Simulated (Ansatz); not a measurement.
# SrO (Fm-3m): converging a phonon calculation, part 2 of 4

How do the frequencies of SrO (Fm-3m) move with q mesh, k mesh and cutoff?

Ansatz 0.2.0; DFT LDA, scalar-relativistic, plane waves, PAW.

So far, highest frequency on the path or at a solved wavevector (cm⁻¹): step 3 (the dispersion) 472; step 4 (q mesh 2×2×2) 472. The relaxed cell has a = 5.064 Å (conventional setting).

The database entry behind the starting cell differs from later determinations by our own check (about 0.5 % short), so it need not match the best structure at ambient conditions.

### Step 7. Comparing the runs

Times are for 4 threads of Arm Neoverse N1, shared host. The series side by side:

```
no.  q mesh    k-mesh  mean frequency (cm⁻¹)  zero-point energy per atom (meV)  lowest frequency on the path (cm⁻¹)     time  memory (GiB)
  1   2×2×2     8×8×8                  225.7                             41.98                                    0     13 s          0.47
  2   3×3×3     9×9×9                  226.2                             42.08                                    0     36 s          0.62
  3   6×6×6  12×12×12                  226.4                             42.11                                    0  9.5 min           1.6
```

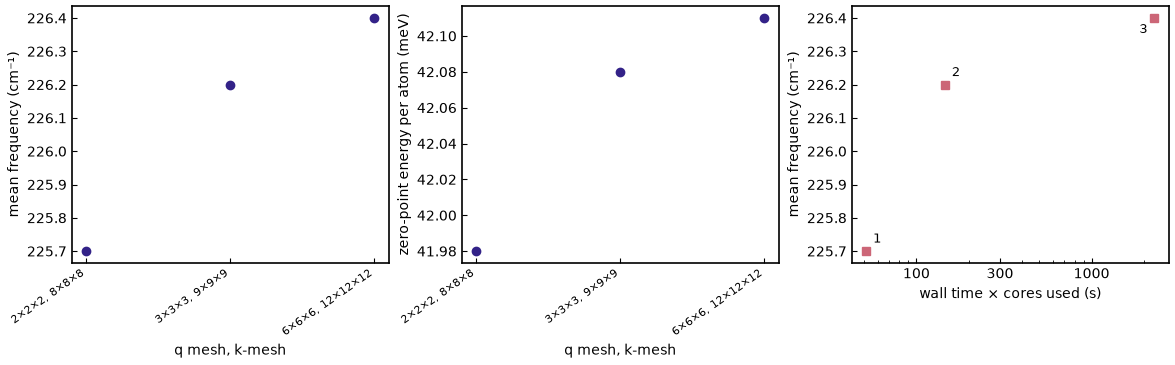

The series as plots; the last panel sets the first result against cost, with the runs numbered as in the table.

The phonon density of states has structure finer than the step of the table below, so its rows give means over 25 cm⁻¹, whole bins alone (the curve runs from 2.5 to 472 cm⁻¹). Peaks (cm⁻¹: height): 2×2×2, 8×8×8 112.5: 0.0453, 192.5: 0.0460, 262.5: 0.0630; 3×3×3, 9×9×9 127.5: 0.0432, 192.5: 0.0439, 277.5: 0.0585, 287.5: 0.0501; 6×6×6, 12×12×12 127.5: 0.0422, 192.5: 0.0444, 282.5: 0.0647, 432.5: 0.00946.

The runs together. Phonon density of states against wavenumber; means over each step; values in 1/cm⁻¹/cell:

```
wavenumber (cm⁻¹)  2×2×2, 8×8×8  3×3×3, 9×9×9  6×6×6, 12×12×12
               25        2.9e-4        5.2e-4           4.0e-4
               50       0.00145       0.00216          0.00187
               75       0.00481       0.00591          0.00569
              100        0.0199        0.0182           0.0190
              125        0.0374        0.0369           0.0369
              150        0.0173        0.0177           0.0175
              175        0.0126        0.0116           0.0120
              200        0.0218        0.0227           0.0222
              225       0.00703       0.00949          0.00855
              250        0.0274        0.0228           0.0233
              275        0.0356        0.0432           0.0463
              300        0.0159        0.0110          0.00729
              325       0.00598       0.00388          0.00396
              350       0.00563       0.00501          0.00535
              375       0.00618       0.00585          0.00645
              400       0.00689       0.00691          0.00768
              425       0.00771       0.00848          0.00891
              450       0.00509       0.00677          0.00566
```

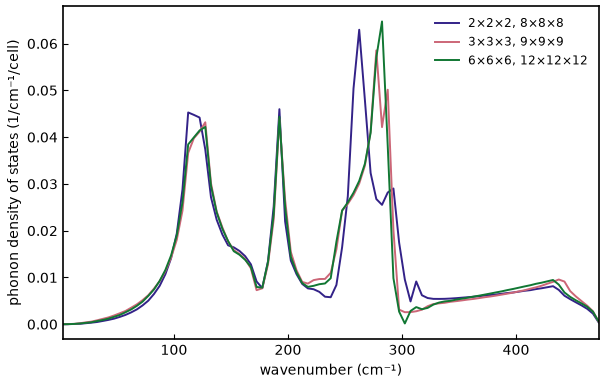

Phonon density of states, plotted against wavenumber.

The runs together, line C_V. The C_V by temperature; values in J/mol-atom/K:

```
temperature (K)  2×2×2, 8×8×8  3×3×3, 9×9×9  6×6×6, 12×12×12
              0             0             0                0
             50          4.24          4.29             4.28
            100          12.1          12.1             12.1
            150          17.0          17.0             17.0
            200          19.8          19.7             19.7
            250          21.4          21.3             21.3
            300          22.3          22.3             22.3
            350          23.0          23.0             23.0
            400          23.4          23.4             23.4
            450          23.7          23.7             23.7
            500          23.9          23.9             23.9
            550          24.1          24.1             24.1
            600          24.2          24.2             24.2
            650          24.3          24.3             24.3
            700          24.4          24.4             24.4
            750          24.5          24.5             24.5
            800          24.5          24.5             24.5
            850          24.6          24.6             24.6
            900          24.6          24.6             24.6
            950          24.7          24.7             24.7
           1000          24.7          24.7             24.7
```

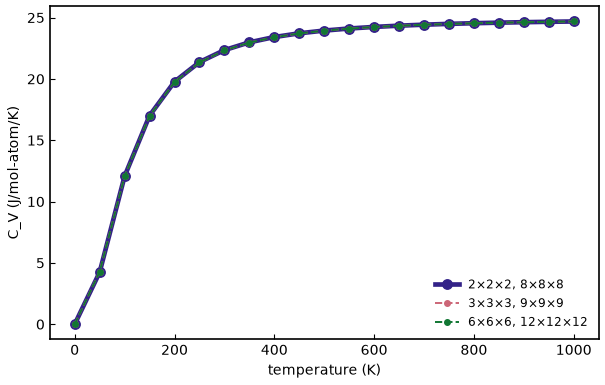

C_V, plotted against temperature.

### Step 8. Another k mesh, k-mesh 2×2×2, q mesh 2×2×2

The k mesh is changed to 2×2×2 on a small fixed q mesh, to find the coarsest that serves.

input.yaml

```yaml
crystal:
  lattice:
    - [0.0, 2.5321152066, 2.5321152066]
    - [2.5321152066, 0.0, 2.5321152066]
    - [2.5321152066, 2.5321152066, 0.0]
  atoms:
    - { symbol: Sr, position: [0.5, 0.5, 0.5] }
    - { symbol: O, position: [0.0, 0.0, 0.0] }
kpoints:
  mp_grid: { grid: [2, 2, 2] }
hamiltonian:
  xc: lda
scf:
  occupations: { method: fixed }
output:
  eigenvalues: true
phonons:
  method: dfpt
  dielectric: true
  rigid_motions: translations
  qmesh: [2, 2, 2]
  temperatures: { t_max: 1000, t_step: 50 }
  qpath:
    path:
      - [[0.0, 0.0, 0.0], [0.5, 0.0, 0.5], [0.625, 0.25, 0.625]]
      - [[0.375, 0.375, 0.75], [0.0, 0.0, 0.0], [0.5, 0.5, 0.5], [0.5, 0.25, 0.75], [0.5, 0.0, 0.5]]
    npoints: 10
```

Launch:

```bash
$ ansatz run input.yaml --threads 4 --pin off --max-ram 7168MiB --backend cpu --events-out ev --progress --plain --runs-dir out
```

Numbers of over 12 decimals in the logs are rounded to 6 here.

Log:

```text
[...]
Crystal: 2 atoms, lattice volume = 32.470 Å³
Basis set: ecut = 420 eV, 609 PW (Γ), exchange–correlation on 48×48×48 points (8 copies of the dense FFT grid, shifted against one another)
Bands: 12, of which v1, the nominal top of the filled ones, is band 8 counted from 1 (7 counted from 0)
Symmetry: 48 space group operations
k-points: 4 of 8 (irreducible under 8 space group operations)
[...]
SCF iter   1: F=—  HF=-4002.619223 eV  |F-HF|=—  |Δ(HF+E_count)|=         —  Δρ=5.50e-3  dr2=5.12e-3  ethr=1.77e-3  ⟨swp⟩=6.0  Hψ=292  notcnv=0  defer=4
[...]
SCF iter   8: F=-4002.618063 eV  HF=-4002.618063 eV  |F-HF|=6.37e-12  |Δ(HF+E_count)|=  1.93e-10  Δρ=9.85e-8  dr2=2.50e-12  ethr=1.00e-12  ⟨swp⟩=8.0  Hψ=261  notcnv=0
SCF 1 converged in 8 iterations: F = -4002.618063 eV  dr2 = 2.50e-12
[...]
DFPT response loops at Γ: preconditioner auto → none (the input reference at scf.mixing.eps_inf says where Resta's filter doesn't serve); β = 0.50; Broyden in place of MSR1
── the response to a field inside a basis, on 6×6×6 k-points: an SCF that follows is theirs, and a resumed run solves both again ──
Bands: 9, of which v1, the nominal top of the filled ones, is band 8 counted from 1 (7 counted from 0)
k-points: 28 of 216 (irreducible under 12 space group operations)
[...]
Eigensolver: Dense (28 Hₖ)
SCF iter   1: F=—  HF=-4002.850476 eV  |F-HF|=—  |Δ(HF+E_count)|=         —  Δρ=1.25e-2  dr2=6.03e-2  ethr=1.00e-1
[...]
SCF iter   5: F=-4002.836777 eV  HF=-4002.836777 eV  |F-HF|=8.48e-9  |Δ(HF+E_count)|=   1.11e-6  Δρ=1.63e-5  dr2=3.73e-8  ethr=4.57e-8
SCF 1 converged in 5 iterations: F = -4002.836777 eV  dr2 = 3.73e-8
[...]
WARN: field response: ε∞ stands inside a basis, on 6×6×6 points; the force constants stand on the 2×2×2 k-mesh, whose period is 8.27 times the interband length at k = (0.0000, 0.0000, 0.0000), direct gap 3.954 eV, under 14: take them and everything formed from them as unconverged, and compare with a denser kpoints.mp_grid
[...]
SCF converged after 8 iterations
Free energy (F): -4002.618063 eV
[...]
Internal energy: -4002.618063 eV  (E = F + TS)
E sigma→0 (E₀):  -4002.618063 eV
Fermi energy:    8.263293 eV
[...]
--- Band table (eV) ---
  k-point 0: bands = [... 4 lower, -5.5757, 8.2633, 8.2633, 8.2633, 12.2169, 14.2764, 14.2764, 14.2764]
  k-point 1: bands = [... 4 lower, -4.1258, 5.8697, 7.0023, 7.0023, 14.8075, 16.6265, 17.1641, 17.1641]
  k-point 2: bands = [... 4 lower, -6.0152, 7.9060, 8.2111, 8.2111, 11.1457, 16.2162, 18.5764, 18.6253]
  k-point 3: bands = [... 4 lower, -6.0152, 7.9060, 8.2111, 8.2111, 11.1457, 16.2162, 18.5764, 18.6253]
--- Phonons (Γ-DFPT): 2 representative perturbations + reference, on 4 of 8 k-points (Σ response iterations 6) ---
  k mesh reduced under 8 symmetry operations, with k and −k counted as one. Each operation leaves every solved perturbation unchanged. A smaller set is not considered because the run solves the response to a homogeneous field
  ASR residual: 6.989e-5 → 0.000e0 eV/Å²; symmetrization residual: 1.684e-6 eV/Å²
  ASR residual per site (eV/Å²): 2.28e-5 6.99e-5
  Γ frequencies (cm⁻¹): -234.40 -234.40 -234.40 0.00 0.00 0.00
  ε∞ (high-frequency dielectric tensor):
        3.875432    -0.000000    -0.000000
       -0.000000     3.875432    -0.000000
       -0.000000    -0.000000     3.875432
  softest optical mode at Γ: -234.40 cm⁻¹; the repairs (sum rule, projections) moved no ω² at Γ by more than (1.17 cm⁻¹)²
  Born effective charges Z* (e; rows j = field, columns β = displacement):
    site 0:
         2.47266   -0.00000    0.00000
        -0.00000    2.47266   -0.00000
         0.00000   -0.00000    2.47266
    site 1:
        -2.47266    0.00000   -0.00000
         0.00000   -2.47266    0.00000
        -0.00000    0.00000   -2.47266
  Z* charge neutrality: 1.744e-3 e pre-enforcement
  solved inside a basis spanned on kpoints, on 6×6×6 k-points, its susceptibility summed on 8×8×8: ε∞ is read to err by 9.7e-3, Z* by 5.2e-2 e (field_mesh: kpoints solves on kpoints); Z* is corrected for what the basis lacks
  optical modes at Γ without the LO–TO term, one row a degenerate level:
      ω (cm⁻¹)  modes    IR ((D/Å)²/amu)
       -234.40      3            31.2792
  optical modes at Γ + LO–TO along q̂ = [1.0000, 0.0000, 0.0000]:
      ω (cm⁻¹)  modes    IR ((D/Å)²/amu)
       -234.40      2            20.8528
        348.97      1            10.4264
  optical modes at Γ + LO–TO along q̂ = [0.0000, 1.0000, 0.0000]:
      ω (cm⁻¹)  modes    IR ((D/Å)²/amu)
       -234.40      2            20.8528
        348.97      1            10.4264
  optical modes at Γ + LO–TO along q̂ = [0.0000, 0.0000, 1.0000]:
      ω (cm⁻¹)  modes    IR ((D/Å)²/amu)
       -234.40      2            20.8528
        348.97      1            10.4264
--- Phonons (arbitrary-q DFPT): 3 irreducible q on the 2×2×2 mesh ---
[...]
interpolated dispersion: 63 rows × 6 modes
[...]
zero-point energy: 0.062342 eV/cell   skipped modes (ω ≤ 0): 233, of them read as no rigid motion or as one in doubt: 230 (5.610e-1 modes/cell left out, lowest -234.40 cm⁻¹)   left out of the sums: 9.35e-2 of the cell's modes: C_V's classical limit lies that fraction below 3 k_B per atom; for a crystal, a wire or a layer, F and S can be off by more, and a phonons.interpolated_qmesh denser along its periods is the remedy for the sampling
```

Run time: 9.1 s. Hardware: 4 threads of Arm Neoverse N1, shared host; peak memory 0.38 GiB; 29 s of CPU time.

The run finished; it serves as a test, and its numbers are not taken as the result.

### Step 9. Another k mesh, k-mesh 4×4×4, q mesh 2×2×2

The k mesh is changed to 4×4×4 on a small fixed q mesh, to find the coarsest that serves.

input.yaml, as its differences from that of step 8:

```diff
@@ -9,3 +9,3 @@
 kpoints:
-  mp_grid: { grid: [2, 2, 2] }
+  mp_grid: { grid: [4, 4, 4] }
 hamiltonian:
```

Log:

```text
[...]
Crystal: 2 atoms, lattice volume = 32.470 Å³
Basis set: ecut = 420 eV, 609 PW (Γ), exchange–correlation on 48×48×48 points (8 copies of the dense FFT grid, shifted against one another)
Bands: 12, of which v1, the nominal top of the filled ones, is band 8 counted from 1 (7 counted from 0)
Symmetry: 48 space group operations
k-points: 13 of 64 (irreducible under 8 space group operations, time reversal used)
[...]
SCF iter   1: F=—  HF=-4002.843754 eV  |F-HF|=—  |Δ(HF+E_count)|=         —  Δρ=1.61e-2  dr2=8.50e-2  ethr=1.77e-3  ⟨swp⟩=6.2  Hψ=1004  notcnv=0  defer=22
[...]
SCF iter   7: F=-4002.824974 eV  HF=-4002.824974 eV  |F-HF|=3.73e-11  |Δ(HF+E_count)|=   6.56e-9  Δρ=5.71e-7  dr2=5.40e-11  ethr=1.00e-12  ⟨swp⟩=8.8  Hψ=1293  notcnv=0
SCF 1 converged in 7 iterations: F = -4002.824974 eV  dr2 = 5.40e-11
[...]
Bands: 9, of which v1, the nominal top of the filled ones, is band 8 counted from 1 (7 counted from 0)
k-points: 28 of 216 (irreducible under 12 space group operations)
[...]
Eigensolver: Dense (28 Hₖ)
SCF iter   1: F=—  HF=-4002.833922 eV  |F-HF|=—  |Δ(HF+E_count)|=         —  Δρ=7.49e-4  dr2=6.01e-5  ethr=1.00e-1
[...]
SCF iter   4: F=-4002.833906 eV  HF=-4002.833906 eV  |F-HF|=4.61e-9  |Δ(HF+E_count)|=   2.55e-6  Δρ=2.30e-5  dr2=4.28e-8  ethr=8.32e-8
SCF 1 converged in 4 iterations: F = -4002.833906 eV  dr2 = 4.28e-8
[...]
SCF converged after 7 iterations
Free energy (F): -4002.824974 eV
[...]
Internal energy: -4002.824974 eV  (E = F + TS)
E sigma→0 (E₀):  -4002.824974 eV
Fermi energy:    8.041676 eV
[...]
--- Band table (eV; the first three rows and the last of 13) ---
  k-point 0: bands = [... 4 lower, -5.5124, 8.0417, 8.0417, 8.0417, 12.1789, 14.2985, 14.2985, 14.2985]
  k-point 1: bands = [... 4 lower, -4.6733, 6.6840, 7.3699, 7.3699, 14.0685, 14.4672, 15.5062, 15.5062]
  k-point 2: bands = [... 4 lower, -4.2193, 5.7329, 6.8197, 6.8197, 14.7221, 16.6167, 17.1635, 17.1635]
  k-point 12: bands = [... 4 lower, -4.8839, 6.8393, 7.6739, 7.6739, 14.0815, 14.0815, 17.0530, 19.6514]
[...]
ASR residual: 4.199e-4 → 0.000e0 eV/Å²; symmetrization residual: 9.583e-7 eV/Å²
  ASR residual per site (eV/Å²): 8.38e-5 4.20e-4
  Γ frequencies (cm⁻¹): 0.00 0.00 0.00 210.05 210.05 210.05
  ε∞ (high-frequency dielectric tensor):
        3.875170     0.000000     0.000000
        0.000000     3.875170     0.000000
        0.000000     0.000000     3.875170
  ε⁰ (static dielectric tensor: ions relaxed, cell fixed):
       19.396400     0.000000    -0.000000
        0.000000    19.396400     0.000000
       -0.000000     0.000000    19.396400
  ε⁰ − ε∞ (ionic part):
       15.521229     0.000000    -0.000000
        0.000000    15.521229     0.000000
       -0.000000     0.000000    15.521229
[...]
Born effective charges Z* (e; rows j = field, columns β = displacement):
    site 0:
         2.47257   -0.00000   -0.00000
         0.00000    2.47257   -0.00000
        -0.00000    0.00000    2.47257
    site 1:
        -2.47257    0.00000    0.00000
        -0.00000   -2.47257    0.00000
         0.00000   -0.00000   -2.47257
  Z* charge neutrality: 2.397e-3 e pre-enforcement
[...]
optical modes at Γ without the LO–TO term, one row a degenerate level:
      ω (cm⁻¹)  modes    IR ((D/Å)²/amu)
        210.05      3            31.2769
  optical modes at Γ + LO–TO along q̂ = [1.0000, 0.0000, 0.0000]:
      ω (cm⁻¹)  modes    IR ((D/Å)²/amu)
        210.05      2            20.8513
        469.94      1            10.4256
  optical modes at Γ + LO–TO along q̂ = [0.0000, 1.0000, 0.0000]:
      ω (cm⁻¹)  modes    IR ((D/Å)²/amu)
        210.05      2            20.8513
        469.94      1            10.4256
  optical modes at Γ + LO–TO along q̂ = [0.0000, 0.0000, 1.0000]:
      ω (cm⁻¹)  modes    IR ((D/Å)²/amu)
        210.05      2            20.8513
        469.94      1            10.4256
--- Phonons (arbitrary-q DFPT): 3 irreducible q on the 2×2×2 mesh ---
[...]
interpolated dispersion: 63 rows × 6 modes
[...]
```

The job ended after 7.6 s (4 threads; peak memory 0.34 GiB; 25 s of CPU time).

The run finished; it serves as a test, and its numbers are not taken as the result.

### Step 10. Another k mesh, k-mesh 6×6×6, q mesh 2×2×2

The k mesh is changed to 6×6×6 on a small fixed q mesh, to find the coarsest that serves.

input.yaml, as its differences from that of step 9:

```diff
@@ -9,3 +9,3 @@
 kpoints:
-  mp_grid: { grid: [4, 4, 4] }
+  mp_grid: { grid: [6, 6, 6] }
 hamiltonian:
```

Log:

```text
[...]
Crystal: 2 atoms, lattice volume = 32.470 Å³
Basis set: ecut = 420 eV, 609 PW (Γ), exchange–correlation on 48×48×48 points (8 copies of the dense FFT grid, shifted against one another)
Bands: 12, of which v1, the nominal top of the filled ones, is band 8 counted from 1 (7 counted from 0)
Symmetry: 48 space group operations
k-points: 30 of 216 (irreducible under 8 space group operations, time reversal used)
[...]
optical modes at Γ + LO–TO along q̂ = [0.0000, 1.0000, 0.0000]:
      ω (cm⁻¹)  modes    IR ((D/Å)²/amu)
        215.35      2            20.8508
        472.32      1            10.4254
  optical modes at Γ + LO–TO along q̂ = [0.0000, 0.0000, 1.0000]:
      ω (cm⁻¹)  modes    IR ((D/Å)²/amu)
        215.35      2            20.8508
        472.32      1            10.4254
--- Phonons (arbitrary-q DFPT): 3 irreducible q on the 2×2×2 mesh ---
[...]
interpolated dispersion: 63 rows × 6 modes
[...]
[key lines of the parts left out:]
SCF converged after 8 iterations
Free energy (F): -4002.828662 eV
Fermi energy:    8.034435 eV
```

The job ended after 11 s (4 threads; peak memory 0.4 GiB).

The highest optical mode at the zone centre (no LO-TO term) is 215.3 cm⁻¹, -0.2 cm⁻¹ against the base run.

### Step 11. Another k mesh, q mesh 2×2×2

The k mesh is changed to 8×8×8 on a small fixed q mesh, to find the coarsest that serves.

input.yaml, as its differences from that of step 10:

```diff
@@ -9,3 +9,3 @@
 kpoints:
-  mp_grid: { grid: [6, 6, 6] }
+  mp_grid: { grid: [8, 8, 8] }
 hamiltonian:
```

Log:

```text
[...]
Crystal: 2 atoms, lattice volume = 32.470 Å³
Basis set: ecut = 420 eV, 609 PW (Γ), exchange–correlation on 48×48×48 points (8 copies of the dense FFT grid, shifted against one another)
Bands: 12, of which v1, the nominal top of the filled ones, is band 8 counted from 1 (7 counted from 0)
Symmetry: 48 space group operations
k-points: 59 of 512 (irreducible under 8 space group operations, time reversal used)
[...]
optical modes at Γ + LO–TO along q̂ = [0.0000, 1.0000, 0.0000]:
      ω (cm⁻¹)  modes    IR ((D/Å)²/amu)
        215.58      2            20.8554
        472.46      1            10.4277
  optical modes at Γ + LO–TO along q̂ = [0.0000, 0.0000, 1.0000]:
      ω (cm⁻¹)  modes    IR ((D/Å)²/amu)
        215.58      2            20.8554
        472.46      1            10.4277
--- Phonons (arbitrary-q DFPT): 3 irreducible q on the 2×2×2 mesh ---
[...]
interpolated dispersion: 63 rows × 6 modes
[...]
[key lines of the parts left out:]
SCF converged after 8 iterations
Free energy (F): -4002.828935 eV
Fermi energy:    8.034097 eV
```

It took 19 s on 4 threads; peak memory 0.49 GiB.

The highest optical mode at the zone centre (no LO-TO term) is 215.6 cm⁻¹, +0.0 cm⁻¹ against the base run.

### Step 12. Another k mesh, k-mesh 12×12×12, q mesh 2×2×2

The k mesh is changed to 12×12×12 on a small fixed q mesh, to find the coarsest that serves.

input.yaml, as its differences from that of step 11:

```diff
@@ -9,3 +9,3 @@
 kpoints:
-  mp_grid: { grid: [8, 8, 8] }
+  mp_grid: { grid: [12, 12, 12] }
 hamiltonian:
```

Log:

```text
[...]
Crystal: 2 atoms, lattice volume = 32.470 Å³
Basis set: ecut = 420 eV, 609 PW (Γ), exchange–correlation on 48×48×48 points (8 copies of the dense FFT grid, shifted against one another)
Bands: 12, of which v1, the nominal top of the filled ones, is band 8 counted from 1 (7 counted from 0)
Symmetry: 48 space group operations
k-points: 163 of 1728 (irreducible under 8 space group operations, time reversal used)
[...]
optical modes at Γ + LO–TO along q̂ = [0.0000, 1.0000, 0.0000]:
      ω (cm⁻¹)  modes    IR ((D/Å)²/amu)
        215.61      2            20.8639
        472.55      1            10.4319
  optical modes at Γ + LO–TO along q̂ = [0.0000, 0.0000, 1.0000]:
      ω (cm⁻¹)  modes    IR ((D/Å)²/amu)
        215.61      2            20.8639
        472.55      1            10.4319
--- Phonons (arbitrary-q DFPT): 3 irreducible q on the 2×2×2 mesh ---
[...]
interpolated dispersion: 63 rows × 6 modes
[...]
[key lines of the parts left out:]
SCF converged after 8 iterations
Free energy (F): -4002.828983 eV
Fermi energy:    8.034075 eV
```

Elapsed: 36 s, on 4 threads; peak memory 0.73 GiB; 2.2 min of CPU time.

The highest optical mode at the zone centre (no LO-TO term) is 215.6 cm⁻¹, +0.0 cm⁻¹ against the base run.

[end of part 2 of 4]

[Logs are printed without paths, hosts, clocks, repeated set-up lines and the standing remarks that a program may print on its own settings, such as how far it seeks lower states.]

[Hosts, paths, dates, database ids (printed as entryN), source tags and the programs' standing remarks are cut or masked in the printed files.]
